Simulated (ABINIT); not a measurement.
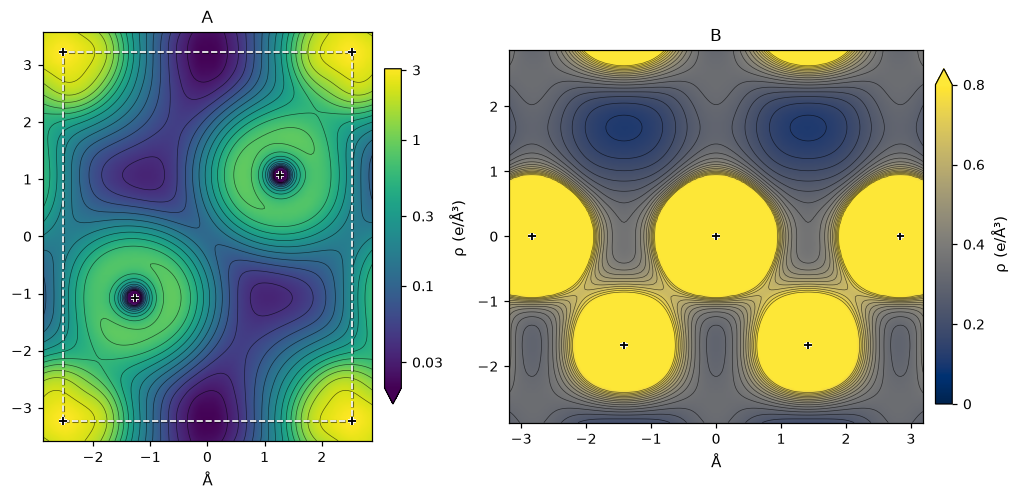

The valence charge density (pseudo) of 2 systems, each on a plane through atoms (crosses mark nuclei in the plane).

Theory: Kohn-Sham DFT of a periodic cell, WC, JTH PAW PBE v2.0 (ABINIT).

System 1: PtSe₂, the (110) plane of the conventional cell. Space group P-3m1; not relaxed (largest force 0.5 eV/Å); computed pressure about 3 GPa in this cell.

System 2: WC, the (110) plane of the conventional cell. Space group P-6m2.

```xyz
2
Lattice="2.9065 0.0000 0.0000 -1.4532 2.5171 0.0000 0.0000 0.0000 2.8366" Properties=species:S:1:pos:R:3 pbc="T T T"
W     0.0000    0.0000    0.0000
C     1.4533    0.8390    1.4183
```

Which map belongs to which system?

Answer. Panel A is system 1, PtSe₂: the plane holds Pt and Se. Pt–Se (2.49 Å): ρ is about 0.57 e/Å³ halfway. Panel B is system 2, WC: the plane holds W and C. W–C (2.20 Å): the density is about 0.66 e/Å³ at the midpoint.
